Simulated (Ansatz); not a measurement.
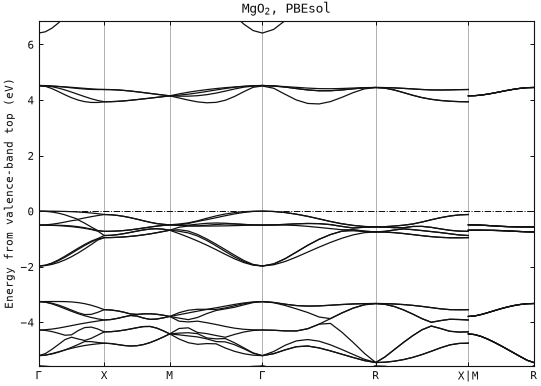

Band structure. Energies are counted from the top of the valence band.

What lattice type does the k path imply?

A simple cubic lattice: the path Γ–X–M–Γ–R–X|M–R runs through the special points of its Brillouin zone.

System: MgO₂, space group Pa-3 (No. 205), 12 atoms in the cell; cubic a = 4.829 Å.

Ansatz 0.2.0; PBEsol, Ansatz PAW, no spin polarisation, no spin-orbit coupling, 6×6×6 k mesh, 420 eV cutoff.

What does the band structure say about the gap?

The material is gapped. The gap along this path is 3.86 eV and indirect, from the valence-band top at Γ to the conduction-band bottom between Γ and R; the smallest direct gap is 3.98 eV, between Γ and X. At X the lowest conduction band lies only 0.08 eV higher.

How many bands meet at the valence-band top?

Two bands meet at the valence-band top at Γ: it is doubly degenerate (spin aside).

How much do the top valence band and the lowest conduction band disperse along the path?

The top valence band spans 0.6 eV and the lowest conduction band 0.6 eV.

The PAW data sets were made with another functional. LDA, GGA and most meta-GGA functionals understate gaps. The cell is a database's computed one.
